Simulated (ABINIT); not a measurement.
# InAs: geometry relaxation (part 2 of 2)

The same run, continued: InAs (F-43m, 2 atoms in the cell); Kohn-Sham DFT of a periodic cell, LDA, PseudoDojo NC SR LDA v0.4.1 standard, no spin polarisation (ABINIT 10.8.3); cutoff 1088.46 eV, 6×6×6 k-mesh, fermi-dirac of 0.05 eV. The structure derives from an entry of the Crystallography Open Database.

Geometry of the input (Å; fractional positions):
```
0.0000  3.0180  3.0180
3.0180  0.0000  3.0180
3.0180  3.0180  0.0000
In 0.0000  0.0000  0.0000
As 0.7500  0.7500  0.7500
```

### Log, continued
```
--- !ResultsGS
iteration_state: {dtset: 1, itime: 2, icycle: 1, }
comment   : Summary of ground state results
lattice_vectors:
- [  0.0000000,   5.7014307,   5.7014307, ]
- [  5.7014307,   0.0000000,   5.7014307, ]
- [  5.7014307,   5.7014307,   0.0000000, ]
lattice_lengths: [   8.06304,    8.06304,    8.06304, ]
lattice_angles: [ 60.000,  60.000,  60.000, ] # degrees, (23, 13, 12)
lattice_volume:   3.7066498E+02
convergence: {deltae: -2.501E-12, res2:  2.988E-13, residm:  2.478E-06, diffor: null, }
etotal    :  -1.72237721E+02
entropy   :   0.00000000E+00
fermie    :   1.47003494E-01
cartesian_stress_tensor: # hartree/bohr^3
- [  8.44108308E-06,   0.00000000E+00,   0.00000000E+00, ]
- [  0.00000000E+00,   8.44108308E-06,   0.00000000E+00, ]
- [  0.00000000E+00,   0.00000000E+00,   8.44108308E-06, ]
pressure_GPa:  -2.4835E-01
xred      :
- [  2.5466E-31,  -4.0422E-33,  -2.6274E-31, In]
- [  7.5000E-01,   7.5000E-01,   7.5000E-01, As]
cartesian_forces: # hartree/bohr
- [  5.53447680E-31,  -1.84482560E-31,  -1.84482560E-31, ]
- [ -5.53447680E-31,   1.84482560E-31,   1.84482560E-31, ]
force_length_stats: {min:   6.11859432E-31, max:   6.11859432E-31, mean:   6.11859432E-31, }
...

 Integrated electronic density in atomic spheres:
 ------------------------------------------------
 Atom  Sphere_radius  Integrated_density
    1        2.00000          9.90908062
    2        2.00000         12.38798682

---OUTPUT-----------------------------------------------------------------------

 Cartesian coordinates (xcart) [bohr]
 -1.52104046046243E-30 -4.60921351655284E-32  1.42885619013137E-30
  8.55214611992131E+00  8.55214611992131E+00  8.55214611992131E+00
 Reduced coordinates (xred)
  2.54655773654068E-31 -4.04215513736615E-33 -2.62740083928801E-31
  7.50000000000000E-01  7.50000000000000E-01  7.50000000000000E-01
 Cartesian forces (fcart) [Ha/bohr]; max,rms= 5.53448E-31 3.53257E-31 (free atoms)
  5.53447680261293E-31 -1.84482560087098E-31 -1.84482560087098E-31
 -5.53447680261293E-31  1.84482560087098E-31  1.84482560087098E-31
 Gradient of E wrt nuclear positions in reduced coordinates (gred)
  2.10362908058936E-30 -2.10362908058936E-30 -2.10362908058936E-30
 -2.10362908058936E-30  2.10362908058936E-30  2.10362908058936E-30
 Scale of Primitive Cell (acell) [bohr]
  8.06304068679277E+00  8.06304068679277E+00  8.06304068679277E+00
 Real space primitive translations (rprimd) [bohr]
  0.00000000000000E+00  5.70143074661421E+00  5.70143074661421E+00
  5.70143074661421E+00  0.00000000000000E+00  5.70143074661421E+00
  5.70143074661421E+00  5.70143074661421E+00  0.00000000000000E+00
 Unitary Cell Volume (ucvol) [Bohr^3]=  3.70664979759458E+02
 Angles (23,13,12)= [degrees]
  6.00000000000000E+01  6.00000000000000E+01  6.00000000000000E+01
 Lengths [Bohr]
  8.06304068679277E+00  8.06304068679277E+00  8.06304068679277E+00
 Stress tensor in cartesian coordinates (strten) [Ha/bohr^3]
  8.44108307892187E-06  0.00000000000000E+00  0.00000000000000E+00
  0.00000000000000E+00  8.44108307891840E-06  0.00000000000000E+00
  0.00000000000000E+00  0.00000000000000E+00  8.44108307892187E-06
 Total energy (etotal) [Ha]= -1.72237721292471E+02

 Difference of energy with previous step (new-old):
           Absolute (Ha)=-3.21932E-06
           Relative     =-1.86912E-08

--- Iteration: ( 3/50) Internal Cycle: (1/1)
--------------------------------------------------------------------------------

---SELF-CONSISTENT-FIELD CONVERGENCE--------------------------------------------

--- !BeginCycle
iteration_state: {dtset: 1, itime: 3, icycle: 1, }
solver: {iscf: 7, nstep: 80, nline: 4, wfoptalg: 0, }
tolerances: {tolvrs: 1.00E-12, }
...

     iter   Etot(hartree)      deltaE(h)  residm     vres2
 ETOT  1  -172.23704322897    -1.722E+02 1.343E-01 9.456E+00
 ETOT  2  -172.23768672445    -6.435E-04 7.390E-06 4.847E-01
 ETOT  3  -172.23772457970    -3.786E-05 2.368E-06 6.784E-02
 ETOT  4  -172.23772762522    -3.046E-06 3.154E-06 1.210E-03
 ETOT  5  -172.23772771682    -9.160E-08 6.403E-07 1.562E-04
 ETOT  6  -172.23772772873    -1.192E-08 1.695E-06 1.334E-06
 ETOT  7  -172.23772772889    -1.595E-10 3.897E-07 4.462E-08
 ETOT  8  -172.23772772890    -7.645E-12 1.189E-06 3.498E-10
 ETOT  9  -172.23772772890     3.183E-12 2.480E-07 5.027E-12
 ETOT 10  -172.23772772890     2.842E-12 8.257E-07 5.789E-13

 At SCF step   10       vres2   =  5.79E-13 < tolvrs=  1.00E-12 =>converged.

 Cartesian components of stress tensor (hartree/bohr^3)
  sigma(1 1)= -1.72224294E-07  sigma(3 2)=  0.00000000E+00
  sigma(2 2)= -1.72224294E-07  sigma(3 1)=  0.00000000E+00
  sigma(3 3)= -1.72224294E-07  sigma(2 1)=  0.00000000E+00

--- !ResultsGS
iteration_state: {dtset: 1, itime: 3, icycle: 1, }
comment   : Summary of ground state results
lattice_vectors:
- [  0.0000000,   5.6934778,   5.6934778, ]
- [  5.6934778,   0.0000000,   5.6934778, ]
- [  5.6934778,   5.6934778,   0.0000000, ]
lattice_lengths: [   8.05179,    8.05179,    8.05179, ]
lattice_angles: [ 60.000,  60.000,  60.000, ] # degrees, (23, 13, 12)
lattice_volume:   3.6911602E+02
convergence: {deltae:  2.842E-12, res2:  5.789E-13, residm:  8.257E-07, diffor: null, }
etotal    :  -1.72237728E+02
entropy   :   0.00000000E+00
fermie    :   1.48516577E-01
cartesian_stress_tensor: # hartree/bohr^3
- [ -1.72224294E-07,   0.00000000E+00,   0.00000000E+00, ]
- [  0.00000000E+00,  -1.72224294E-07,   0.00000000E+00, ]
- [  0.00000000E+00,   0.00000000E+00,  -1.72224294E-07, ]
pressure_GPa:   5.0670E-03
xred      :
- [ -1.9093E-31,   2.6331E-31,   4.6135E-33, In]
- [  7.5000E-01,   7.5000E-01,   7.5000E-01, As]
cartesian_forces: # hartree/bohr
- [  9.23701270E-31,   1.84740254E-31,  -5.54220762E-31, ]
- [ -9.23701270E-31,  -1.84740254E-31,   5.54220762E-31, ]
force_length_stats: {min:   1.09293808E-30, max:   1.09293808E-30, mean:   1.09293808E-30, }
...

 Integrated electronic density in atomic spheres:
 ------------------------------------------------
 Atom  Sphere_radius  Integrated_density
    1        2.00000          9.91914154
    2        2.00000         12.38152379

---OUTPUT-----------------------------------------------------------------------

 Cartesian coordinates (xcart) [bohr]
  1.52542487205975E-30 -1.06080905288306E-30  4.12081868529760E-31
  8.54021674019826E+00  8.54021674019826E+00  8.54021674019826E+00
 Reduced coordinates (xred)
 -1.90933566666357E-31  2.63311449054889E-31  4.61352026345476E-33
  7.50000000000000E-01  7.50000000000000E-01  7.50000000000000E-01
 Cartesian forces (fcart) [Ha/bohr]; max,rms= 9.23701E-31 6.31008E-31 (free atoms)
  9.23701270376305E-31  1.84740254075261E-31 -5.54220762225783E-31
 -9.23701270376305E-31 -1.84740254075261E-31  5.54220762225783E-31
 Gradient of E wrt nuclear positions in reduced coordinates (gred)
  2.10362908058936E-30 -2.10362908058937E-30 -6.31088724176809E-30
 -2.10362908058936E-30  2.10362908058937E-30  6.31088724176809E-30
 Scale of Primitive Cell (acell) [bohr]
  8.05179355972942E+00  8.05179355972942E+00  8.05179355972942E+00
 Real space primitive translations (rprimd) [bohr]
  0.00000000000000E+00  5.69347782679884E+00  5.69347782679884E+00
  5.69347782679884E+00  0.00000000000000E+00  5.69347782679884E+00
  5.69347782679884E+00  5.69347782679884E+00  0.00000000000000E+00
 Unitary Cell Volume (ucvol) [Bohr^3]=  3.69116021826296E+02
 Angles (23,13,12)= [degrees]
  6.00000000000000E+01  6.00000000000000E+01  6.00000000000000E+01
 Lengths [Bohr]
  8.05179355972942E+00  8.05179355972942E+00  8.05179355972942E+00
 Stress tensor in cartesian coordinates (strten) [Ha/bohr^3]
 -1.72224293541745E-07  0.00000000000000E+00  0.00000000000000E+00
  0.00000000000000E+00 -1.72224293541745E-07  0.00000000000000E+00
  0.00000000000000E+00  0.00000000000000E+00 -1.72224293541745E-07
 Total energy (etotal) [Ha]= -1.72237727728896E+02

 Difference of energy with previous step (new-old):
           Absolute (Ha)=-6.43643E-06
           Relative     =-3.73694E-08

 At Broyd/MD step   3, gradients are converged :
  max grad (force/stress) = 1.7222E-05 < tolmxf= 2.0000E-05 ha/bohr (free atoms)

================================================================================

 ----iterations are completed or convergence reached----

 Mean square residual over all n,k,spin=   29.783E-10; max=  82.573E-08
 reduced coordinates (array xred) for    2 atoms
      -0.000000000000      0.000000000000      0.000000000000
       0.750000000000      0.750000000000      0.750000000000
 rms dE/dt=  5.6967E-30; max dE/dt=  1.2622E-29; dE/dt below (all hartree)
    1       0.000000000000      0.000000000000      0.000000000000
    2      -0.000000000000      0.000000000000      0.000000000000

 cartesian coordinates (angstrom) at end:
    1      0.00000000000000    -0.00000000000000     0.00000000000000
    2      4.51928807201929     4.51928807201929     4.51928807201929

 cartesian forces (hartree/bohr) at end:
    1      0.00000000000000     0.00000000000000    -0.00000000000000
    2     -0.00000000000000    -0.00000000000000     0.00000000000000
 frms,max,avg= 6.3100810E-31 9.2370127E-31   0.000E+00  0.000E+00  0.000E+00 h/b

 cartesian forces (eV/Angstrom) at end:
    1      0.00000000000000     0.00000000000000    -0.00000000000000
    2     -0.00000000000000    -0.00000000000000     0.00000000000000
 frms,max,avg= 3.2447741E-29 4.7498629E-29   0.000E+00  0.000E+00  0.000E+00 e/A
 length scales=  8.051793559729  8.051793559729  8.051793559729 bohr
              =  4.260825655814  4.260825655814  4.260825655814 angstroms
 Fermi (or HOMO) energy (hartree) =   0.14852   Average Vxc (hartree)=  -0.36676
 Eigenvalues (hartree) for nkpt=  16  k points:
 kpt#   1, nband= 18, wtk=  0.00463, kpt=  0.0000  0.0000  0.0000 (reduced coord)
  -1.14571   -1.14571   -1.14571   -1.14537   -1.14537   -0.38217   -0.38217   -0.38217
  -0.37735   -0.37735   -0.29412    0.13292    0.14721    0.14721    0.14721    0.28824
   0.28824    0.28824
      occupation numbers for kpt#   1
   2.00000    2.00000    2.00000    2.00000    2.00000    2.00000    2.00000    2.00000
   2.00000    2.00000    2.00000    1.99959    1.34189    1.34189    1.34189    0.00000
   0.00000    0.00000
 prteigrs : prtvol=0 or 1, do not print more k-points.

--- !EnergyTerms
iteration_state     : {dtset: 1, itime: 3, icycle: 1, }
comment             : Components of total free energy in Hartree
kinetic             :  1.17734658919591E+02
hartree             :  5.21299179039872E+01
xc                  : -4.31161944233357E+01
Ewald energy        : -9.30534354387431E+01
psp_core            :  4.04263721583052E+00
local_psp           : -1.44380791820237E+02
non_local_psp       : -6.55944859328174E+01
internal            : -1.72237693575724E+02
'-kT*entropy'       : -3.41531716146999E-05
total_energy        : -1.72237727728896E+02
total_energy_eV     : -4.68682733536110E+03
band_energy         : -1.55171238033622E+01
...

 Cartesian components of stress tensor (hartree/bohr^3)
  sigma(1 1)= -1.72224294E-07  sigma(3 2)=  0.00000000E+00
  sigma(2 2)= -1.72224294E-07  sigma(3 1)=  0.00000000E+00
  sigma(3 3)= -1.72224294E-07  sigma(2 1)=  0.00000000E+00

-Cartesian components of stress tensor (GPa)         [Pressure=  5.0670E-03 GPa]
- sigma(1 1)= -5.06701365E-03  sigma(3 2)=  0.00000000E+00
- sigma(2 2)= -5.06701365E-03  sigma(3 1)=  0.00000000E+00
- sigma(3 3)= -5.06701365E-03  sigma(2 1)=  0.00000000E+00

== END DATASET(S) ==============================================================
================================================================================

 -outvars: echo values of variables after computation  --------
            acell      8.0517935597E+00  8.0517935597E+00  8.0517935597E+00 Bohr
           etotal     -1.7223772773E+02
            fcart      9.2370127038E-31  1.8474025408E-31 -5.5422076223E-31
                      -9.2370127038E-31 -1.8474025408E-31  5.5422076223E-31
            rprim      0.0000000000E+00  7.0710678119E-01  7.0710678119E-01
                       7.0710678119E-01  0.0000000000E+00  7.0710678119E-01
                       7.0710678119E-01  7.0710678119E-01  0.0000000000E+00
           strten     -1.7222429354E-07 -1.7222429354E-07 -1.7222429354E-07
                       0.0000000000E+00  0.0000000000E+00  0.0000000000E+00
           xangst      8.0722007869E-31 -5.6135597552E-31  2.1806433370E-31
                       4.5192880720E+00  4.5192880720E+00  4.5192880720E+00
             xred     -1.9093356667E-31  2.6331144905E-31  4.6135202635E-33
                       7.5000000000E-01  7.5000000000E-01  7.5000000000E-01
 Calculation completed.
```

### Trajectory as extended XYZ (Å, eV, eV/Å), 3 frames, from step=0 to step=2
```
2
Lattice="0.0000 3.0180 3.0180 3.0180 0.0000 3.0180 3.0180 3.0180 0.0000" Properties=species:S:1:pos:R:3:forces:R:3 step=0 energy=-4686.82707
In    0.0000    0.0000    0.0000    0.0000   0.0000   0.0000
As    4.5270    4.5270    4.5270    0.0000   0.0000   0.0000
2
Lattice="0.0000 3.0171 3.0171 3.0171 0.0000 3.0171 3.0171 3.0171 0.0000" Properties=species:S:1:pos:R:3:forces:R:3 step=1 energy=-4686.82716
In    0.0000    0.0000    0.0000    0.0000   0.0000   0.0000
As    4.5256    4.5256    4.5256    0.0000   0.0000   0.0000
2
Lattice="0.0000 3.0129 3.0129 3.0129 0.0000 3.0129 3.0129 3.0129 0.0000" Properties=species:S:1:pos:R:3:forces:R:3 step=2 energy=-4686.82733
In    0.0000    0.0000    0.0000    0.0000   0.0000   0.0000
As    4.5193    4.5193    4.5193    0.0000   0.0000   0.0000
```

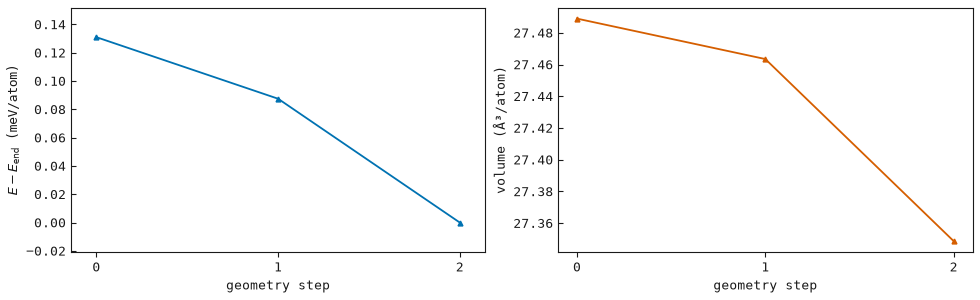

Progress of the relaxation, step by step (steps are counted from 0). After 2 geometry steps the energy has fallen by 0.1 meV per atom. All forces vanish by symmetry, so only the cell relaxes. No atom moves by more than 0.005 Å relative to the cell. Cell: a = b = c 6.036 → 6.026 Å (−0.2 %). Volume −0.5 %. Among the contacts that change: In1–As2 2.614 → 2.609 Å. The space group stays F-43m (No. 216). (Atoms are counted from 1 in the order of the input.)

### Results in brief

```json
{"quantity": "outcome", "value": "converged"}
{"quantity": "space group (tolerance 0.01 Å)", "value": "F-43m (216)"}
{"quantity": "electrons treated", "value": "28"}
{"quantity": "free energy", "value": "−4686.8273 eV"}
{"quantity": "Fermi energy", "value": "4.041 eV"}
{"quantity": "gap on the k-point mesh", "value": "none (metallic)"}
{"quantity": "pressure", "value": "0.01 GPa"}
{"quantity": "final volume", "value": "54.70 Å³"}
{"quantity": "largest force (length of the vector) at the end", "value": "under 0.001 eV/Å"}
{"quantity": "final cell", "value": "a = 4.261 Å, b = 4.261 Å, c = 4.261 Å, α = 60.00°, β = 60.00°, γ = 60.00°"}
{"quantity": "wall time", "value": "49 s (CPU time 3.3 min)"}
{"quantity": "peak memory", "value": "0.36 GiB"}
```
